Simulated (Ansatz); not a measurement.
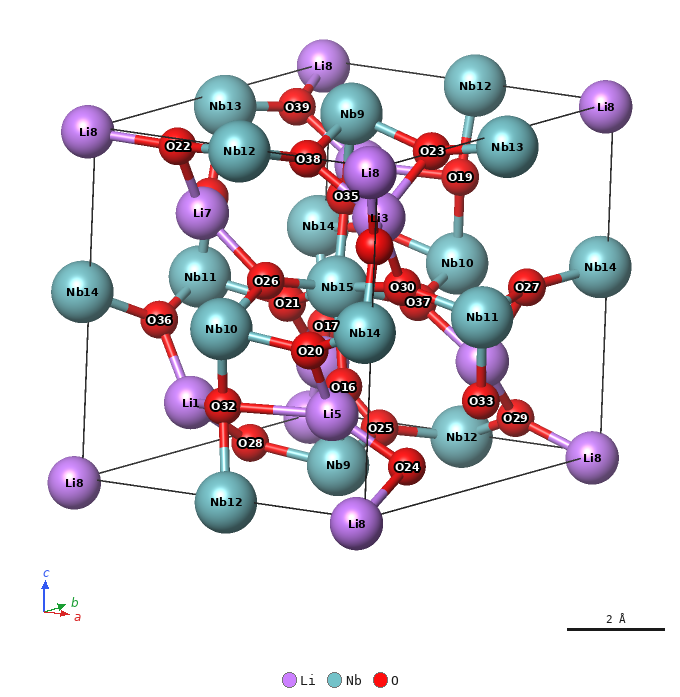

**Figure 1.** The structure (ball-and-stick view of the cell of the calculation, seen at an oblique angle; atoms are numbered from 1 in the order of the input). An atom can appear more than once, as a periodic image.

**Li8Nb7O24: one change and its effect**

System: Li8Nb7O24 (defect cell, 39 atoms in the cell, total charge −2).
Method of run A: DFT PBE, scalar-relativistic, plane waves, PAW, spin-polarised (Ansatz 0.2.0).

The structure derives from an entry of the Crystallography Open Database. Text and figures count atoms from 1; the logs count them from 0 in places.

Input file, run A:
```yaml
crystal:
  lattice:
    - [-5.1378, -2.96631, 4.499567]
    - [5.1378, -2.96631, 4.499567]
    - [0.0, 5.93262, 4.499567]
  atoms:
    - { symbol: Li, position: [0.2085043527, 0.1993288001, 0.2018662957] }
    - { symbol: Li, position: [0.7688988918, 0.7611358078, 0.2788087775] }
    - { symbol: Li, position: [0.7711390945, 0.2909991182, 0.7770019654] }
    - { symbol: Li, position: [0.2983467308, 0.7826496254, 0.7784198149] }
    - { symbol: Li, position: [0.7023153483, 0.2061574846, 0.2240864021] }
    - { symbol: Li, position: [0.2398955307, 0.720169376, 0.2218008654] }
    - { symbol: Li, position: [0.2174139692, 0.2074694616, 0.7406198222] }
    - { symbol: Li, position: [0.9827306932, 0.9880756068, 0.9865144439] }
    - { symbol: Nb, position: [0.5019360605, 0.4843685843, 0.0049909243] }
    - { symbol: Nb, position: [0.4856645201, -0.0183951656, 0.4842399071] }
    - { symbol: Nb, position: [-0.0115594037, 0.485963816, 0.4813863438] }
    - { symbol: Nb, position: [0.5269500799, -0.0208906458, -0.0043006494] }
    - { symbol: Nb, position: [0.0199854799, 0.5275804449, -0.0368311305] }
    - { symbol: Nb, position: [-0.0322881271, 0.0096662527, 0.5246092066] }
    - { symbol: Nb, position: [0.4762679975, 0.4820417471, 0.5098321736] }
    - { symbol: O, position: [0.5562984644, 0.4281136335, 0.2449475128] }
    - { symbol: O, position: [0.0861010951, 0.9170023808, 0.2726765082], spin: 0.5 }
    - { symbol: O, position: [0.0609112865, 0.4268797034, 0.7288274354] }
    - { symbol: O, position: [0.5299690437, 0.9263727438, 0.7457530728] }
    - { symbol: O, position: [0.7324474359, 0.0630879099, 0.4364168265] }
    - { symbol: O, position: [0.2425596835, 0.5554537192, 0.423149161] }
    - { symbol: O, position: [0.2417699975, 0.0599814167, 0.9617161203], spin: 0.5 }
    - { symbol: O, position: [0.7547390746, 0.5264174501, 0.9202358681] }
    - { symbol: O, position: [0.902738235, 0.292032941, 0.0827321757], spin: 0.5 }
    - { symbol: O, position: [0.4361268379, 0.7364053161, 0.0542811637] }
    - { symbol: O, position: [0.4205565994, 0.2427277146, 0.5654635584] }
    - { symbol: O, position: [0.925380358, 0.7498636078, 0.5102510553] }
    - { symbol: O, position: [0.2435795922, 0.4186402322, 0.050060078] }
    - { symbol: O, position: [0.7501500094, 0.935367519, 0.0827932248], spin: 0.5 }
    - { symbol: O, position: [0.7450097432, 0.4342858105, 0.5492104528] }
    - { symbol: O, position: [0.2309843316, 0.9370773759, 0.5625529322] }
    - { symbol: O, position: [0.4327306036, 0.0663109268, 0.2428840231] }
    - { symbol: O, position: [0.9358980927, 0.5581583995, 0.2243970595] }
    - { symbol: O, position: [0.9312424809, 0.0825216024, 0.7519615868], spin: 0.5 }
    - { symbol: O, position: [0.4309770906, 0.5584960558, 0.7473896174] }
    - { symbol: O, position: [0.0524625757, 0.2404229552, 0.4122277802] }
    - { symbol: O, position: [0.5477042551, 0.7445164102, 0.4250703229] }
    - { symbol: O, position: [0.5575169429, 0.2358535574, 0.9299157667] }
    - { symbol: O, position: [0.0836019056, 0.7578492949, 0.925445821], spin: 0.5 }
magnetization:
  spin_polarized: true
total_charge: -2
basis:
  ecutwfc: 420
  fft_grid_basis: typed
kpoints:
  mp_grid: { grid: [3, 3, 3] }
hamiltonian:
  xc: pbe
  pseudopotentials: { kind: paw }
scf:
  occupations: { method: gaussian, width: 0.05 }
output:
  forces: true
  stress: false
  eigenvalues: true
  bader: true
  write_density: true
  volumetric_format: npy
  populations: true
```

Launched with:
```bash
ansatz run input.yaml --threads 4 --pin off --max-ram 10240MiB --backend cpu --events-out ev --progress --plain --runs-dir out
```

Hardware: 4 threads of Arm Neoverse V2, 24 GiB of memory available, shared host.

Output, shortened to warnings, some set-up lines, iterations and results (run A):
```
Basis set: ecut = 420 eV, 8037 PW (Γ), exchange–correlation on 100×100×100 points (8 copies of the dense FFT grid, shifted against one another)
Symmetry: 1 space group operations
k-points: 14 of 27 (time reversal used)
Initial density: superposition of atomic densities (chi_scale 0.1, normalization cell, long waves kept (reshape's long-wave potential 0.19 eV rms))
[...]
SCF iter   1: F=—  HF=-47129.622861 eV  |F-HF|=—  |Δ(HF+E_count)|=         —  Δρ=4.95e-2 (↑4.38e-2 ↓4.95e-2)  dr2=3.26e1  dr2_m=1.18e0  M=3.000 μB ∫|m|=3.169 μB  β_m=0.30  …
SCF iter   2: F=—  HF=-47127.792474 eV  |F-HF|=—  |Δ(HF+E_count)|=    1.83e0  Δρ=3.20e-2 (↑2.53e-2 ↓3.20e-2)  dr2=1.03e1  dr2_m=7.65e-1  M=3.000 μB ∫|m|=3.171 μB  β_m=0.46  …
SCF iter   3: F=—  HF=-47132.075882 eV  |F-HF|=—  |Δ(HF+E_count)|=    4.28e0  Δρ=1.65e-2 (↑1.25e-2 ↓1.65e-2)  dr2=3.28e0  dr2_m=1.85e-1  M=3.000 μB ∫|m|=3.188 μB  β_m=0.73  …
SCF iter   4: F=—  HF=-47133.071878 eV  |F-HF|=—  |Δ(HF+E_count)|=   9.96e-1  Δρ=5.08e-3 (↑4.59e-3 ↓5.08e-3)  dr2=1.01e0  dr2_m=1.40e-2  M=3.000 μB ∫|m|=3.232 μB  β_m=0.86  …
SCF iter   5: F=—  HF=-47133.110761 eV  |F-HF|=—  |Δ(HF+E_count)|=   3.89e-2  Δρ=8.08e-3 (↑3.82e-3 ↓8.08e-3)  dr2=4.62e-1  dr2_m=5.67e-2  M=3.000 μB ∫|m|=3.256 μB  β_m=0.86  …
[... 13 lines ...]
SCF iter  19: F=—  HF=-47133.081499 eV  |F-HF|=—  |Δ(HF+E_count)|=   2.04e-7  Δρ=6.43e-6 (↑5.14e-6 ↓6.43e-6)  dr2=5.12e-7  dr2_m=2.03e-8  M=3.000 μB ∫|m|=3.237 μB  β_m=0.98  …
SCF iter  20: F=—  HF=-47133.081499 eV  |F-HF|=—  |Δ(HF+E_count)|=   2.61e-8  Δρ=3.93e-6 (↑2.06e-6 ↓3.93e-6)  dr2=1.03e-7  dr2_m=1.61e-8  M=3.000 μB ∫|m|=3.237 μB  β_m=0.99  …
SCF iter  21: F=—  HF=-47133.081499 eV  |F-HF|=—  |Δ(HF+E_count)|=   2.01e-8  Δρ=2.55e-6 (↑1.49e-6 ↓2.55e-6)  dr2=5.55e-8  dr2_m=7.60e-9  M=3.000 μB ∫|m|=3.237 μB  β_m=0.99  …
SCF iter  22: F=-47133.081499 eV  HF=-47133.081499 eV  |F-HF|=3.60e-8  |Δ(HF+E_count)|=   1.09e-9  Δρ=2.61e-6 (↑1.29e-6 ↓2.61e-6)  dr2=4.86e-8  dr2_m=4.50e-9  M=3.000 μB …
SCF 1 converged in 22 iterations: F = -47133.081499 eV  dr2 = 4.86e-8
SCF converged after 22 iterations
Magnetization: 3.0000 μB (132.0000 up, 129.0000 down)
Absolute magnetization: 3.2385 μB (∫|ρ↑−ρ↓|, with the PAW one-centre terms)
Spin contamination: 0.0192 ħ² per cell (⟨S²⟩ above its minimum at these occupations)
Per-site moments (μB) at R_I (Å): [(-0.0003013186524495641, 0.7959850533545798), (0.00017137989557964892, 0.7885133685302631), (-0.00023836532912680186, 0.7929475865435391), (-0.00015498832337817724, 0.7860240452453798), (-0.0010000809604749639, 0.7755552531852601), (-0.0006153793208477386, …
Free energy (F): -47133.081499 eV
Harris-Foulkes:  -47133.081499 eV  (|F-HF|=3.60e-8)
Internal energy: -47133.066172 eV  (E = F + TS)
E sigma→0 (E₀):  -47133.073836 eV
Entropy (-TS):   -0.015327 eV (-0.393 meV/atom)
Fermi energy:    7.848038 eV
--- Per-component energies (eV) ---
  E_band       = -2013.859291
  E_kinetic    = 7193.707482
  E_local      = -16719.004360  (includes V_loc(G=0)·N_el)
  E_nonlocal   = 1696.382445
  E_hartree    = 5707.510584
  E_xc         = -3114.502047
  E_vxc        = -3897.564880  (∫ρ·V_xc dr)
  E_paw        = -25468.430189  (= ΣΔE_a)
  E_vpaw       = -1702.459916  (= ΣTr[D̂ρ^β])
  E_aug_tail   = 0.058866  (compensation charges beyond the density's cutoff)
[...]
```

The input of run B differs as follows (lines with − go, lines with + come):
```diff
-total_charge: -2
```

How does run B compare with run A?

The total energies belong to different systems, so their difference says nothing on which is more stable or more accurate. A gap of 0.37 eV opens on the mesh, where run A has none. The net moment of the cell goes from 3.00 to 5.00 μB. The largest force goes from 2.111 to 0.072 eV/Å. A charged cell is computed with a uniform neutralising background, so its energy and pressure depend on the cell and aren't those of a real crystal. The SCF takes 16 iterations against 22.

Output, shortened to warnings, some set-up lines, iterations and results (run B):
```
Basis set: ecut = 420 eV, 8037 PW (Γ), exchange–correlation on 100×100×100 points (8 copies of the dense FFT grid, shifted against one another)
Symmetry: 1 space group operations
k-points: 14 of 27 (time reversal used)
Initial density: superposition of atomic densities (chi_scale 0.1, normalization cell, long waves kept (reshape's long-wave potential 0.19 eV rms))
[...]
SCF iter   1: F=—  HF=-47149.511575 eV  |F-HF|=—  |Δ(HF+E_count)|=         —  Δρ=6.26e-2 (↑4.91e-2 ↓6.26e-2)  dr2=4.24e1  dr2_m=2.73e0  M=5.000 μB ∫|m|=5.114 μB  β_m=0.30  …
SCF iter   2: F=—  HF=-47143.433457 eV  |F-HF|=—  |Δ(HF+E_count)|=    6.08e0  Δρ=3.69e-2 (↑2.68e-2 ↓3.69e-2)  dr2=9.05e0  dr2_m=1.56e0  M=5.000 μB ∫|m|=5.124 μB  β_m=0.41  …
SCF iter   3: F=—  HF=-47145.966726 eV  |F-HF|=—  |Δ(HF+E_count)|=    2.53e0  Δρ=1.91e-2 (↑1.54e-2 ↓1.91e-2)  dr2=2.21e0  dr2_m=3.91e-1  M=5.000 μB ∫|m|=5.171 μB  β_m=0.64  …
SCF iter   4: F=—  HF=-47148.162367 eV  |F-HF|=—  |Δ(HF+E_count)|=    2.20e0  Δρ=1.01e-2 (↑5.40e-3 ↓1.01e-2)  dr2=1.02e0  dr2_m=7.58e-2  M=5.000 μB ∫|m|=5.293 μB  β_m=0.66  …
SCF iter   5: F=—  HF=-47148.075404 eV  |F-HF|=—  |Δ(HF+E_count)|=   8.70e-2  Δρ=5.71e-3 (↑4.66e-3 ↓5.71e-3)  dr2=3.93e-1  dr2_m=1.11e-2  M=5.000 μB ∫|m|=5.349 μB  β_m=0.62  …
[... 7 lines ...]
SCF iter  13: F=—  HF=-47148.053338 eV  |F-HF|=—  |Δ(HF+E_count)|=   1.39e-6  Δρ=1.62e-5 (↑1.50e-5 ↓1.62e-5)  dr2=3.80e-6  dr2_m=1.59e-7  M=5.000 μB ∫|m|=5.392 μB  β_m=0.82  …
SCF iter  14: F=—  HF=-47148.053339 eV  |F-HF|=—  |Δ(HF+E_count)|=   1.56e-6  Δρ=5.71e-6 (↑4.50e-6 ↓5.71e-6)  dr2=4.29e-7  dr2_m=1.96e-8  M=5.000 μB ∫|m|=5.391 μB  β_m=0.90  …
SCF iter  15: F=—  HF=-47148.053340 eV  |F-HF|=—  |Δ(HF+E_count)|=   3.54e-7  Δρ=6.14e-6 (↑4.74e-6 ↓6.14e-6)  dr2=4.65e-7  dr2_m=8.93e-9  M=5.000 μB ∫|m|=5.391 μB  β_m=0.76  …
SCF iter  16: F=-47148.053340 eV  HF=-47148.053340 eV  |F-HF|=9.98e-9  |Δ(HF+E_count)|=   3.53e-8  Δρ=2.19e-6 (↑1.29e-6 ↓2.19e-6)  dr2=4.80e-8  dr2_m=2.78e-9  M=5.000 μB …
SCF 1 converged in 16 iterations: F = -47148.053340 eV  dr2 = 4.80e-8
SCF converged after 16 iterations
Magnetization: 5.0000 μB (132.0000 up, 127.0000 down)
Absolute magnetization: 5.3936 μB (∫|ρ↑−ρ↓|, with the PAW one-centre terms)
Spin contamination: 0.0267 ħ² per cell (⟨S²⟩ above its minimum at these occupations)
Per-site moments (μB) at R_I (Å): [(0.00014444005770292625, 0.7959850533545798), (0.0003773148037460081, 0.7885133685302631), (-0.00010297665685012613, 0.7929475865435391), (0.0003278221985711715, 0.7860240452453798), (-0.0010348804188556506, 0.7755552531852601), (-0.0008397535600812565, …
Free energy (F): -47148.053340 eV
Harris-Foulkes:  -47148.053340 eV  (|F-HF|=9.98e-9)
Internal energy: -47148.053340 eV  (E = F + TS)
E sigma→0 (E₀):  -47148.053340 eV
Fermi energy:    6.976429 eV
--- Per-component energies (eV) ---
  E_band       = -2042.401990
  E_kinetic    = 7152.074262
  E_local      = -16693.207478  (includes V_loc(G=0)·N_el)
  E_nonlocal   = 1691.950169
  E_hartree    = 5686.208341
  E_xc         = -3092.933807
  E_vxc        = -3869.103065  (∫ρ·V_xc dr)
  E_paw        = -25463.414338  (= ΣΔE_a)
  E_vpaw       = -1696.593356  (= ΣTr[D̂ρ^β])
  E_aug_tail   = 0.058466  (compensation charges beyond the density's cutoff)
  E_ewald      = -16428.788955
  E_smearing   = -0.000000  (= −TS)
[...]
```

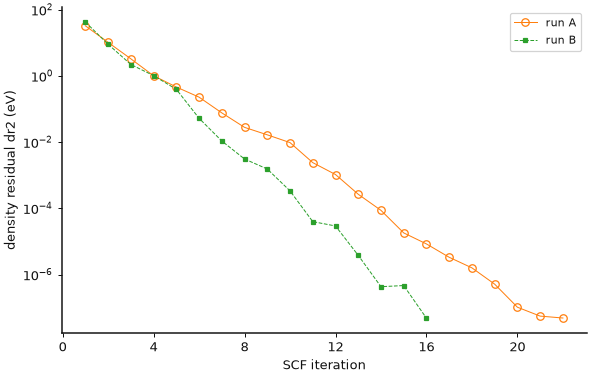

**Figure 2.** Convergence of the two runs: density residual dr2 against the SCF iteration. Run A takes 22 iterations in all, and run B takes 16.

The two runs side by side:

```tsv
quantity	run A	run B
outcome	converged	converged
free energy per atom (eV)	−1208.5406	−1208.9244
gap on the mesh (eV)	0.00	0.37
net moment of the cell (μB)	3.00	5.00
absolute moment of the cell (μB)	3.24	5.39
largest force (eV/Å)	2.111	0.072
SCF iterations	22	16
irreducible k-points	14	14
plane waves at Γ	8037	8037
wall time (shared host)	4.3 min	3.5 min
```

For run A: The cell is charged and computed with a neutralising background, so its energy and pressure depend on the cell and aren't those of a real crystal.
